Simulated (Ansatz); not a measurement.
A series of calculations on HC$_{32}$

Part 1: Relaxation

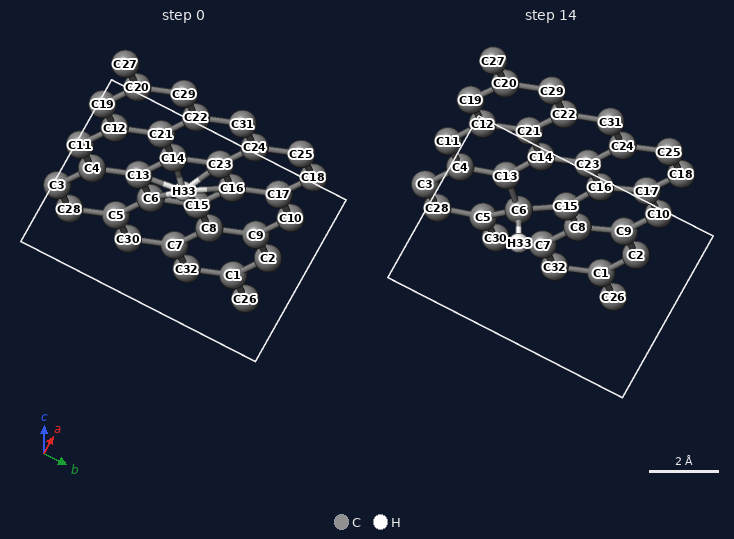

The structure of a slab of composition HC32 before (left) and after (right) a relaxation, at one scale.

A ball-and-stick model of the cell of the calculation, outlined in the plane, without the vacuum (origin shifted), seen from a free direction.

It is H on graphene monolayer, set down by a guess. The run prepares the start of a later molecular dynamics calculation, from a guessed geometry.

These are results of DFT PBE, scalar-relativistic, plane waves, PAW in Ansatz 0.2.0, not measurements. (plane-wave cutoff 420 eV; k-point mesh 2 × 2 × 1; occupations fermi dirac; smearing width 0.05 eV; collinear spin; atoms relaxed in a fixed cell; force threshold 0.08 eV/Å; at most 25 steps)

> Summarise the run.

After 14 geometry steps the energy has fallen by 3.996 eV per cell of the calculation. Largest force component: 2.1 eV/Å at the start, 0.018 eV/Å at the end. The atom that moves furthest relative to the layer's centre is H33 (1.79 Å at 47° to the normal (−c side)). By element the largest moves are H 1.79 Å, C 0.41 Å. The cell stays as it was. Some distances before and after: C23–H33 1.526 → 3.239 Å, C14–H33 1.488 → 2.915 Å, C16–H33 1.498 → 2.915 Å, C13–H33 1.419 → 2.073 Å. Among the angles between lasting bonds that change: C5–C6–H33 167.1° → 103.5°, C13–C6–H33 60.6° → 103.4°, C5–C6–C13 120.0° → 114.8°. The program noted that the starting moments weren't kept. The run took 2.9 min on 4 threads of Intel(R) Xeon(R) Platinum 8488C (Sapphire Rapids), with other jobs on the host, peak memory 2.3 GiB.

Limits of the set-up: the program's low-accuracy preset was used.

Part 2: Dynamics

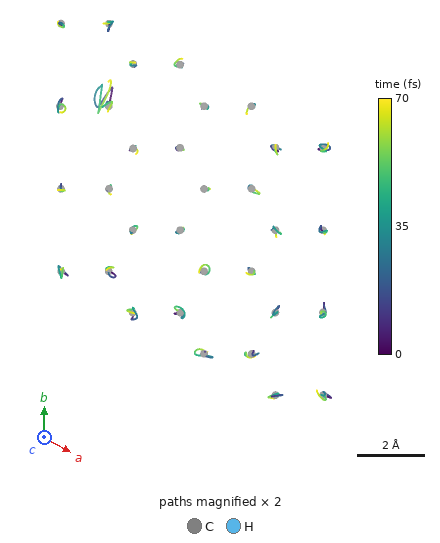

Molecular dynamics of H on graphene monolayer (33 atoms in the cell), 70 fs long. Lines trace each atom's path, coloured by time; spheres stand at the starting positions. The excursions are magnified 2 times. Seen along the c axis in the simulation cell, with the vacuum cut short.

All numbers below come from Ansatz, DFT PBE, scalar-relativistic, plane waves, PAW. Set-up: plane-wave cutoff 420 eV; k-point mesh 2 × 2 × 1; Fermi-Dirac smearing 0.05 eV; spin collinear; low-accuracy preset; Nosé-Hoover thermostat (NVT); set temperature 1200 K; time step 0.5 fs; thermostat time 50.0 fs.

Describe the motion.

Root-mean-square distances from the starting positions over the second half, with the common drift of all atoms taken out: H 0.31 Å, C 0.17 Å. The run lasts only 70 fs, too short to tell vibration from diffusion. The conserved quantity stays between 0 and 0.39 meV per atom of its start. A straight-line fit has a slope that amounts to +0.12 meV per atom over 70 fs (0.1 % of the mean kinetic energy), its mean offset in the second half is 0.3 %, and the ripple about the line is 0.3 % of the kinetic energy's fluctuation. With a drift under 2 % and a ripple under 7 %, the integration is accurate.

Limits of the set-up: the k-point mesh is coarse for a cell with partly filled bands; the program's low-accuracy preset was used.

Cost: 28 min on 4 threads of Intel(R) Xeon(R) Platinum 8488C (Sapphire Rapids), with other jobs on the host, peak memory 2.3 GiB.

Part 3: Dynamics

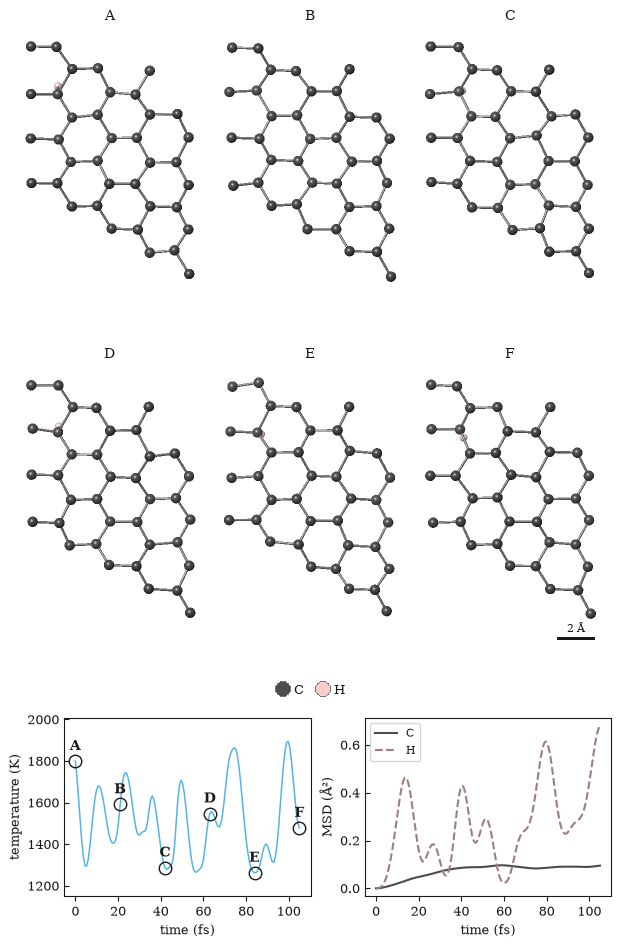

A Born-Oppenheimer molecular dynamics run of H on graphene monolayer (33 atoms in the cell), 105 fs long. It starts from the last geometry of an earlier run, with fresh velocities. Frames (A at 0 fs, B at 21 fs, C at 42 fs, D at 63 fs, E at 84 fs, F at 105 fs) and the history of the run. Style: ball-and-stick. Shown: the simulation cell, with the vacuum cut short, along the c axis. Bonds to atoms that aren't drawn are left out.

Theory: DFT PBE, scalar-relativistic, plane waves, PAW in Ansatz 0.2.0. Run with plane-wave cutoff 420 eV; k-point mesh 2 × 2 × 1; Fermi-Dirac smearing 0.05 eV; spin collinear; low-accuracy preset; constant energy (NVE); velocities drawn for 1800 K; time step 0.75 fs.

Input file:
```yaml
accuracy: low
crystal:
  lattice:
    - [9.864, 0.0, 0.0]
    - [-4.932, 8.542475, 0.0]
    - [0.0, 0.0, 11.0]
  atoms:
    - { symbol: C, position: [0.0040625, 0.00611711, 0.11805089] }
    - { symbol: C, position: [0.16752823, 0.08654887, 0.11373335] }
    - { symbol: C, position: [-0.00155722, 0.24800619, 0.10252861] }
    - { symbol: C, position: [0.1761509, 0.33130645, 0.0793297] }
    - { symbol: C, position: [0.00049066, 0.49316127, 0.11094134] }
    - { symbol: C, position: [0.16980498, 0.57734204, 0.07146917] }
    - { symbol: C, position: [0.00035169, 0.75483586, 0.10772388] }
    - { symbol: C, position: [0.1619321, 0.83308587, 0.10292658] }
    - { symbol: C, position: [0.25972412, 0.00487043, 0.1067113] }
    - { symbol: C, position: [0.4206037, 0.08939142, 0.1027934] }
    - { symbol: C, position: [0.25295723, 0.2461225, 0.07413165] }
    - { symbol: C, position: [0.42309045, 0.33773878, 0.06816227] }
    - { symbol: C, position: [0.26090736, 0.49445056, 0.07958805] }
    - { symbol: C, position: [0.42320471, 0.5907608, 0.07296365] }
    - { symbol: C, position: [0.26155124, 0.76150041, 0.09864743] }
    - { symbol: C, position: [0.42576, 0.84782907, 0.08418806] }
    - { symbol: C, position: [0.5119876, 0.0093534, 0.09811895] }
    - { symbol: C, position: [0.67841155, 0.08728538, 0.09727631] }
    - { symbol: C, position: [0.49732424, 0.24794632, 0.11388236] }
    - { symbol: C, position: [0.6618023, 0.33007678, 0.10813331] }
    - { symbol: C, position: [0.51266029, 0.50731873, 0.06146908] }
    - { symbol: C, position: [0.67201159, 0.58851267, 0.08509491] }
    - { symbol: C, position: [0.50416099, 0.75484444, 0.07129812] }
    - { symbol: C, position: [0.66343473, 0.82168723, 0.09828623] }
    - { symbol: C, position: [0.75401519, -0.00209503, 0.08056159] }
    - { symbol: C, position: [0.91108091, 0.08969555, 0.10350528] }
    - { symbol: C, position: [0.75721426, 0.25467291, 0.10404674] }
    - { symbol: C, position: [0.92571311, 0.33398339, 0.0935125] }
    - { symbol: C, position: [0.75622516, 0.4940587, 0.09329679] }
    - { symbol: C, position: [0.9231571, 0.58019074, 0.09898491] }
    - { symbol: C, position: [0.75493148, 0.75756941, 0.10098205] }
    - { symbol: C, position: [0.92951799, 0.84822394, 0.11664691] }
    - { symbol: H, position: [0.17040158, 0.62245187, -0.0305506], spin: 1.0 }
magnetization:
  spin_polarized: true
basis:
  ecutwfc: 420.0
kpoints:
  mp_grid: { grid: [2, 2, 1] }
hamiltonian:
  xc: pbe
scf:
  occupations: { method: fermi_dirac, width: 0.05 }
  lower_state_search: "off"
md:
  timestep: 0.75
  n_steps: 140
  ensemble: nve
  temperature: 1800.0
  initial_velocities: maxwell_boltzmann
  seed: 879268
```

Command:
```bash
ansatz run input.yaml --threads 4 --pin off --max-ram 10240MiB --backend cpu --events-out ev --progress --plain --runs-dir out
```

Q: What do the frames and curves show?

A: The mean temperature in the second half is 1511 K (standard deviation 200 K). The potential energy in the second half lies on average 36.5 meV per atom above the first frame. In the second half of the run the atoms are, in the root-mean-square, this far from where they began (common drift taken out): H 0.56 Å, C 0.30 Å. The run lasts only 105 fs, too short to tell vibration from diffusion.

Limits of the set-up: the program's low-accuracy preset was used.

Cost: 31 min on 4 threads of Intel(R) Xeon(R) Platinum 8488C (Sapphire Rapids) (shared host), peak memory 2.3 GiB.
